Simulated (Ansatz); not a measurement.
Geometry relaxation of Sc₄Al (part 2 of 2)

The same run, continued: Sc₄Al (5 atoms in the cell); DFT PBE, scalar-relativistic, plane waves, PAW, no spin polarisation (Ansatz 0.2.0); cutoff 420 eV, 6×6×6 k-mesh, Gaussian smearing of 0.1 eV. The structure was made by a generator, so it may or may not be a known phase.

Geometry of the input (Å; fractional positions):
```
2.3299  1.3452  4.7559
-2.3299  1.3452  4.7559
0.0000  -2.6904  4.7559
Sc 0.7000  0.7000  0.7000
Sc 0.1000  0.1000  0.1000
Sc 0.9000  0.9000  0.9000
Sc 0.3000  0.3000  0.3000
Al 0.5000  0.5000  0.5000
```

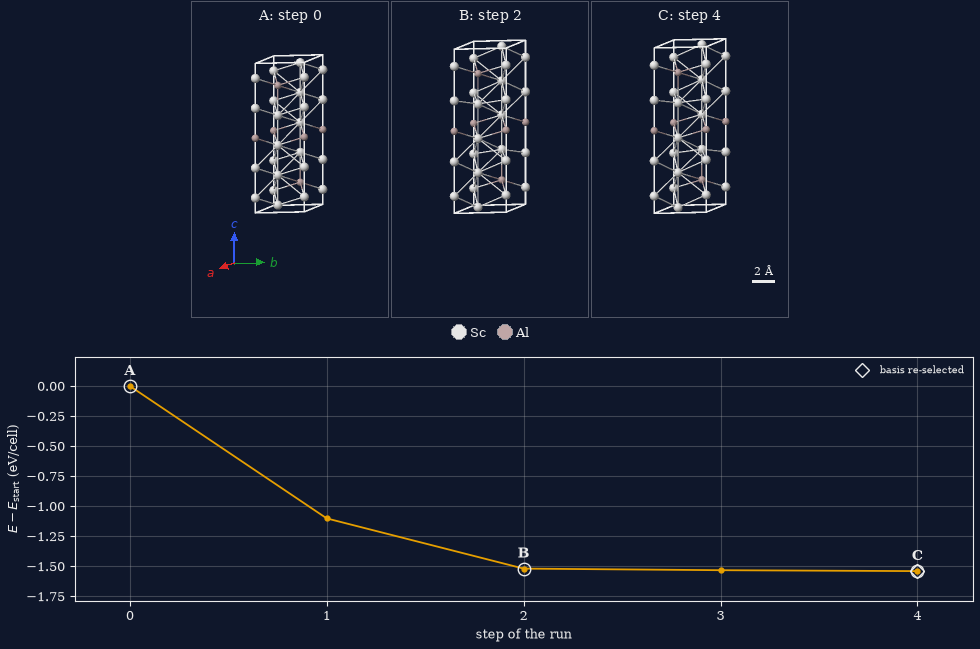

Figure 1. Frames of the relaxation (ball-and-stick view of the cell 3 times as large as that of the calculation, set on its symmetry axes, seen slightly off an axis) above the curves, on which the letters mark them (the first geometry is step 0 here and step 1 in the log).

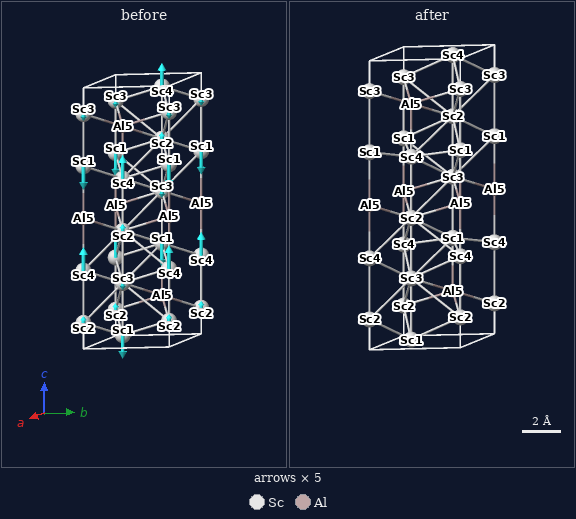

Figure 2. Before (left) and after (right) the relaxation, at one scale (ball-and-stick view of the cell 3 times as large as that of the calculation, set on its symmetry axes, seen slightly off an axis). The teal arrows give the displacements (without the part carried along by the change of the cell), magnified 5 times. The energy falls by 1.532 eV per cell of the calculation in 3 geometry steps. The largest force component goes from 0.89 to 0.015 eV/Å. The pressure goes from 20.15 to 0.20 GPa. The largest moves relative to the cell, 0.26 Å, are those of Sc1 and Sc4. Al stays in place. The volume changes by +24.6 %, with a = b 4.660 → 4.945 Å (+6.1 %), c 14.268 → 15.789 Å (+10.7 %). Among the contacts that change: Sc1–Sc3 2.854 → 3.341 Å, Sc2–Sc3 2.854 → 3.309 Å, Sc1–Sc2 2.854 → 3.174 Å, Sc2–Al5 2.854 → 3.018 Å. The space group stays R-3m (No. 166). A last SCF at the same geometry on a re-selected plane-wave basis shifts the energy by −7.6 meV per cell of the calculation. (Atoms are counted from 1 in the order of the input.)

```
basis re-selected at this cell: Δ(F+E_penalty+E_count) = -7.603e-3 eV, ΔP = +0.059 GPa vs the last step (what re-selecting the basis moved, of the pressure what is left beyond the Pulay correction that the steps carried, after the strain that the cell walked since its last selection, with what the two solves' SCF thresholds leave and, on support functions, any second-order correction that the steps lacked; it is no measure of the basis error at this ecutwfc). The dense FFT grid was sized anew with the basis: this SCF ran on 45×45×45 points, the steps before it on 40×40×40, so part of this shift can come from that change (see relax.cell in the input reference). This SCF's stress stands 3.24e-1 GPa from its target on what of the cell is left free (relax.cell.stress_tol is 4.00e-1 GPa) and its largest allowed force component is 1.47e-2 eV/Å (relax.f_tol is 4.00e-2 eV/Å): within both
SCF converged after 6 iterations
Free energy (F): -9081.612720 eV
Harris-Foulkes:  -9081.612720 eV  (|F-HF|=2.55e-11)
Internal energy: -9081.594625 eV  (E = F + TS)
E sigma→0 (E₀):  -9081.603672 eV
Entropy (-TS):   -0.018094 eV (-3.619 meV/atom)
Fermi energy:    9.360450 eV
--- Per-component energies (eV) ---
  E_band       = -655.271974
  E_kinetic    = 1065.916204
  E_local      = -3543.390113  (includes V_loc(G=0)·N_el)
  E_nonlocal   = 343.841355
  E_hartree    = 1246.128612
  E_xc         = -456.796717
  E_vxc        = -545.234022  (∫ρ·V_xc dr)
  E_paw        = -4289.853493  (= ΣΔE_a)
  E_vpaw       = -468.662494  (= ΣTr[D̂ρ^β])
  E_aug_tail   = 0.000038  (compensation charges beyond the density's cutoff)
  E_ewald      = -3447.440510
  E_smearing   = -0.018094  (= −TS)
  E_closure    = -0.000000  (closes the sum)
  Σ components = -9081.612720   (vs F -9081.612720, Δ=0.00e0)
--- Forces (eV/Å), atoms counted from 1 ---
  atom   1  Sc     0.00000000    -0.00000000     0.01473825
  atom   2  Sc     0.00000000    -0.00000000     0.00261741
  atom   3  Sc    -0.00000000     0.00000000    -0.00261741
  atom   4  Sc    -0.00000000     0.00000000    -0.01473825
  atom   5  Al     0.00000000     0.00000000     0.00000000
  max |Σ_I F_I| component: 1.16e-17 eV/Å
--- Stress (GPa, compression-positive) ---
        0.137474       0.000000       0.000000
        0.000000       0.137474      -0.000000
        0.000000      -0.000000       0.324487
  P = ⅓ Tr σ = 0.1998 GPa (1.998 kbar)
--- Band table (eV; the first three rows and the last of 32) ---
  k-point 0: bands = ["-40.0933", "-40.0626", "-39.9638", "-39.8562", "-18.8145", "-18.8145", "-18.7353", "-18.7353", "-18.7298", "-18.7173", "-18.7173", "-18.6708", "-18.4977", "-18.4965", "-18.3813", "-18.3813", "2.8166", "7.5664", "7.6674", "7.8878", "7.8878", "8.9594", "8.9594", "9.4222", "9.4222", "10.3944", "10.4002", "10.4002", "11.0085"]
  k-point 1: bands = ["-40.0903", "-40.0634", "-39.9590", "-39.8632", "-18.8380", "-18.8274", "-18.7650", "-18.7489", "-18.7216", "-18.6951", "-18.6849", "-18.6314", "-18.5075", "-18.4960", "-18.4014", "-18.3766", "3.0620", "7.0775", "7.7698", "7.9505", "8.2258", "8.8068", "9.0205", "9.0626", "9.5419", "10.1940", "10.3963", "10.7139", "11.0921"]
  k-point 2: bands = ["-40.0842", "-40.0655", "-39.9456", "-39.8809", "-18.8718", "-18.8385", "-18.7836", "-18.7598", "-18.6931", "-18.6822", "-18.6493", "-18.5995", "-18.5186", "-18.5029", "-18.4314", "-18.3673", "3.7117", "6.3743", "7.7502", "8.0872", "8.1275", "8.7455", "9.0620", "9.3014", "9.7244", "9.8638", "10.3712", "10.5599", "10.8421"]
  k-point 31: bands = ["-40.0779", "-40.0762", "-39.9665", "-39.8554", "-18.7964", "-18.7964", "-18.7849", "-18.7849", "-18.6865", "-18.6865", "-18.6843", "-18.6322", "-18.5828", "-18.4980", "-18.3803", "-18.3803", "3.6479", "5.2071", "8.2651", "8.2651", "8.3950", "8.4726", "8.4726", "9.5168", "9.5168", "9.9549", "10.3844", "10.3844", "11.3292"]
--- Relaxed structure (4 steps of the walk, 4 accepted, 1 SCFs on fresh bases) ---
  F+E_penalty+E_count = -9081.61271951 eV   max|allowed force component| = 1.474e-2 eV/Å   (the final SCF, on the basis selected at the relaxed cell)
  cell:  # Å, volume = 111.4539 Å³
    - [2.4724867790050866, 1.4274909074263777, 5.263038220928139]
    - [-2.4724867790050866, 1.4274909074263777, 5.263038220928139]
    - [-1.4602862821444141e-34, -2.854981814852756, 5.263038220928139]
  atoms:
    - { symbol: Sc, position: [0.6835879332716356, 0.6835879332716356, 0.6835879332716355] }
    - { symbol: Sc, position: [0.1047789797944058, 0.1047789797944058, 0.1047789797944058] }
    - { symbol: Sc, position: [0.8952210202055946, 0.8952210202055946, 0.8952210202055946] }
    - { symbol: Sc, position: [0.3164120667283647, 0.3164120667283647, 0.3164120667283646] }
    - { symbol: Al, position: [0.5000000000000001, 0.5000000000000001, 0.5000000000000001] }
```

**Trajectory as extended XYZ (Å, eV, eV/Å), 5 frames, from step=1 to step=5**
```
5
Lattice="2.3299 1.3452 4.7559 -2.3299 1.3452 4.7559 0.0000 -2.6904 4.7559" Properties=species:S:1:pos:R:3:forces:R:3 step=1 energy=-9080.07313 pressure_GPa=20.15
Sc    0.0000    0.0000    9.9875    0.0000   0.0000  -0.8929
Sc    0.0000    0.0000    1.4268    0.0000   0.0000   0.3097
Sc    0.0000    0.0000   12.8410    0.0000   0.0000  -0.3097
Sc    0.0000    0.0000    4.2803    0.0000   0.0000   0.8929
Al    0.0000    0.0000    7.1339    0.0000   0.0000   0.0000
5
Lattice="2.4139 1.3937 4.9881 -2.4139 1.3937 4.9881 0.0000 -2.7874 4.9881" Properties=species:S:1:pos:R:3:forces:R:3 step=2 energy=-9081.17419 pressure_GPa=7.81
Sc    0.0000    0.0000   10.4077    0.0000   0.0000  -0.8081
Sc    0.0000    0.0000    1.5208    0.0000   0.0000   0.1566
Sc    0.0000    0.0000   13.4435    0.0000   0.0000  -0.1566
Sc    0.0000    0.0000    4.5567    0.0000   0.0000   0.8081
Al    0.0000    0.0000    7.4822    0.0000   0.0000   0.0000
5
Lattice="2.4616 1.4212 5.2200 -2.4616 1.4212 5.2200 0.0000 -2.8425 5.2200" Properties=species:S:1:pos:R:3:forces:R:3 step=3 energy=-9081.59185 pressure_GPa=1.22
Sc    0.0000    0.0000   10.7394    0.0000   0.0000  -0.1461
Sc    0.0000    0.0000    1.6288    0.0000   0.0000   0.0514
Sc    0.0000    0.0000   14.0314    0.0000   0.0000  -0.0514
Sc    0.0000    0.0000    4.9207    0.0000   0.0000   0.1461
Al    0.0000    0.0000    7.8301    0.0000   0.0000   0.0000
5
Lattice="2.4725 1.4275 5.2630 -2.4725 1.4275 5.2630 0.0000 -2.8550 5.2630" Properties=species:S:1:pos:R:3:forces:R:3 step=4 energy=-9081.60512 pressure_GPa=0.14
Sc    0.0000    0.0000   10.7932    0.0000   0.0000   0.0141
Sc    0.0000    0.0000    1.6544    0.0000   0.0000   0.0028
Sc    0.0000    0.0000   14.1347    0.0000   0.0000  -0.0028
Sc    0.0000    0.0000    4.9959    0.0000   0.0000  -0.0141
Al    0.0000    0.0000    7.8946    0.0000   0.0000   0.0000
5
Lattice="2.4725 1.4275 5.2630 -2.4725 1.4275 5.2630 0.0000 -2.8550 5.2630" Properties=species:S:1:pos:R:3:forces:R:3 step=5 energy=-9081.61272 pressure_GPa=0.20
Sc    0.0000    0.0000   10.7932    0.0000   0.0000   0.0147
Sc    0.0000    0.0000    1.6544    0.0000   0.0000   0.0026
Sc    0.0000    0.0000   14.1347    0.0000   0.0000  -0.0026
Sc    0.0000    0.0000    4.9959    0.0000   0.0000  -0.0147
Al    0.0000    0.0000    7.8946    0.0000   0.0000   0.0000
```
